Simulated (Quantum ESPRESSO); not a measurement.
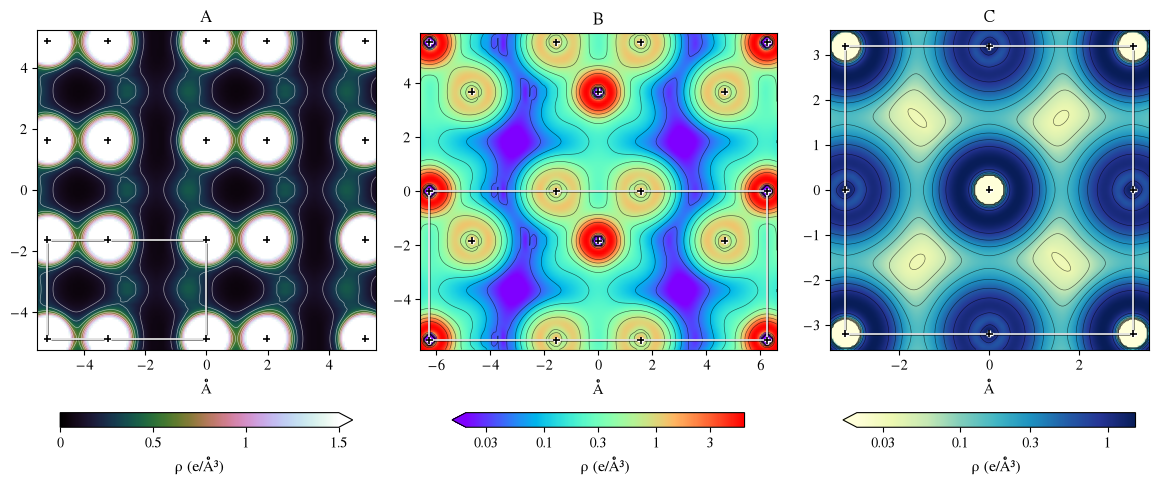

The valence pseudo-density of 3 systems, each on a plane through atoms (crosses mark nuclei in the plane).

Theory: Kohn-Sham DFT of a periodic cell, PBEsol, GBRV 1.5 PBEsol (Quantum ESPRESSO).

System 1: BaS, the (010) plane of the conventional cell. Space group Fm-3m.

```yaml
crystal:
  lattice:
    - [6.38750, 0.00000, 0.00000]
    - [0.00000, 6.38750, 0.00000]
    - [0.00000, 0.00000, 6.38750]
  atoms:
    - { symbol: Ba, position: [0.00000, 0.00000, 0.00000] }
    - { symbol: Ba, position: [0.50000, 0.50000, 0.00000] }
    - { symbol: Ba, position: [0.50000, 0.00000, 0.50000] }
    - { symbol: Ba, position: [0.00000, 0.50000, 0.50000] }
    - { symbol: S, position: [0.50000, 0.00000, 0.00000] }
    - { symbol: S, position: [0.00000, 0.50000, 0.00000] }
    - { symbol: S, position: [0.00000, 0.00000, 0.50000] }
    - { symbol: S, position: [0.50000, 0.50000, 0.50000] }
```

System 2: ZnO, the (11̄0) plane of the conventional cell. Space group P6₃mc.

System 3: WS2, the (110) plane of the conventional cell. Space group P6₃/mmc; computed pressure about −3 GPa in this cell.

```yaml
crystal:
  lattice:
    - [3.18000, 0.00000, 0.00000]
    - [-1.59000, 2.75396, 0.00000]
    - [0.00000, 0.00000, 12.50000]
  atoms:
    - { symbol: W, position: [0.66667, 0.33333, 0.75000] }
    - { symbol: W, position: [0.33333, 0.66667, 0.25000] }
    - { symbol: S, position: [0.66667, 0.33333, 0.37500] }
    - { symbol: S, position: [0.33333, 0.66667, 0.87500] }
    - { symbol: S, position: [0.66667, 0.33333, 0.12500] }
    - { symbol: S, position: [0.33333, 0.66667, 0.62500] }
```

### Match each panel to its system.

Panel A is system 2, ZnO: the plane holds Zn and O. Zn–O (1.97 Å): ρ is about 0.59 e/Å³ halfway. Panel B is system 3, WS2: the plane holds W and S. W–S (2.41 Å): ρ at the midpoint is about 0.63 e/Å³. Panel C is system 1, BaS: the plane holds Ba and S. Ba–S (3.19 Å): ρ is about 0.16 e/Å³ halfway.
